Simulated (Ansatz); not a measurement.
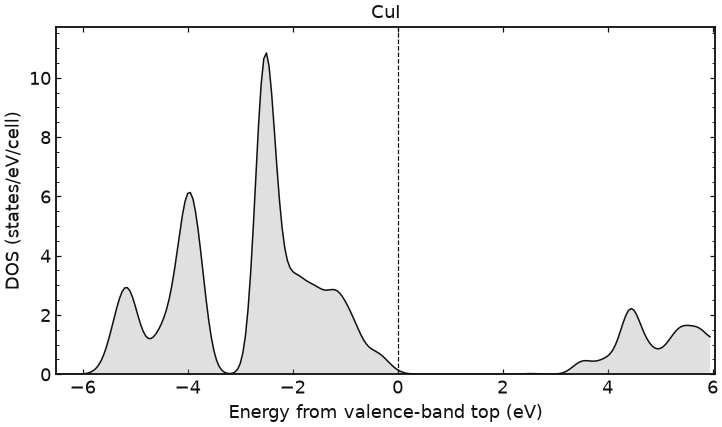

Density of states of CuI, space group I-4m2 (No. 119), 2 atoms in the cell, zincblende type, epitaxial (xy) strain +4.0%. Method: DFT, HSE06, plane waves, PAW, no spin polarisation, 6×6×6 k mesh (Ansatz). Energies are counted from the top of the valence band. The curve is built from the levels of the k mesh with Gaussians 0.4 eV wide, which also blur the band edges.

There is a gap; over the k points computed it is 2.53 eV (direct among those points). The upper group of valence states starts about 5.7 eV under the valence-band top, with a gap beneath it; it holds about 16 electrons a cell. Within the window shown, the tallest peak of the filled states lies 2.5 eV under the valence-band top, at about 11 states per eV and cell.

Spin-orbit coupling is left out, which matters for I.
